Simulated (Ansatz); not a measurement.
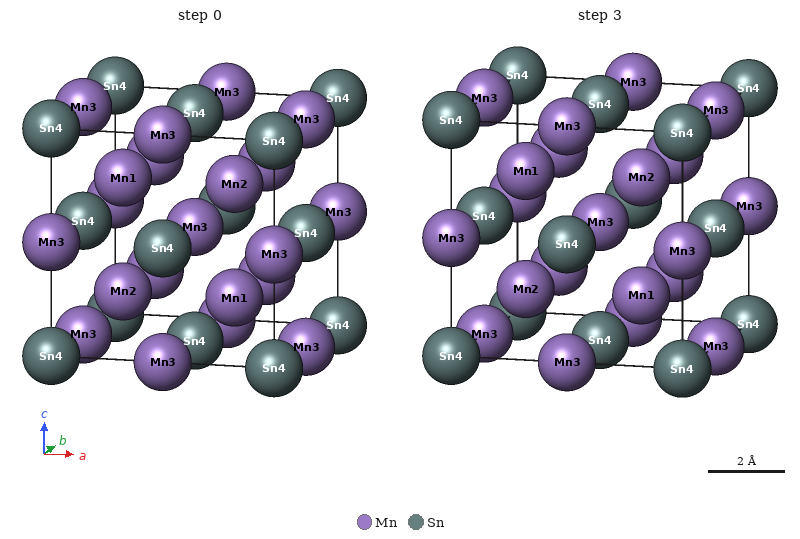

The structure of crystalline Mn3Sn (built on the database_225 type) (coarse preliminary run) before (left) and after (right) a relaxation, at one scale.

A spheres-only model of the conventional cell (4 times the calculation's cell), seen slightly off an axis. Lengths and directions refer to the drawn axes.

Case: structure listed in a database for this formula (Fm-3m, No. 225).

Computed with DFT r2SCAN, scalar-relativistic, plane waves, PAW in Ansatz 0.2.0.

Input
```yaml
crystal:
  lattice:
    - [0.0, 3.060496, 3.060496]
    - [3.060496, 0.0, 3.060496]
    - [3.060496, 3.060496, 0.0]
  atoms:
    - { symbol: Mn, position: [0.75, 0.75, 0.75], spin: 3.65 }
    - { symbol: Mn, position: [0.25, 0.25, 0.25], spin: 3.65 }
    - { symbol: Mn, position: [0.5, 0.5, 0.5], spin: 3.84 }
    - { symbol: Sn, position: [0.0, 0.0, 0.0], spin: -0.11 }
basis:
  ecutwfc: 500
kpoints:
  mp_grid: { grid: [6, 6, 6] }
hamiltonian:
  xc: r2scan
scf:
  occupations: { method: gaussian, width: 0.1 }
  lower_state_search: "off"
output:
  forces: true
  stress: true
  eigenvalues: true
  populations: true
magnetization:
  spin_polarized: true
relax:
  adjacent_minimum: "off"
  f_tol: 0.04
  max_steps: 70
  cell: { stress_tol: 0.4 }
```

Run as
```bash
ansatz run input.yaml --threads 1 --pin off --max-ram 3072MiB --backend cpu --events-out ev --progress --plain --runs-dir out
```

Summarise the run.

After 2 accepted moves (3 points after the start) the energy has fallen by 67.4 meV per atom. All forces vanish by symmetry, so only the cell relaxes. Pressure: 12.92 GPa at the start and 0.21 GPa at the end. The SCF was repeated once at an unchanged geometry on a basis and grid sized afresh for the cell, which shifted the energy by 1.1 meV per atom at most. The atoms keep their places relative to the cell (all moves are under 0.005 Å). The volume changes by +11.7 %, with a = b = c 6.121 → 6.351 Å (+3.8 %). Among the contacts that change: Mn1–Mn3 2.650 → 2.750 Å, Mn1–Sn4 2.650 → 2.750 Å. The space group stays Fm-3m (No. 225).
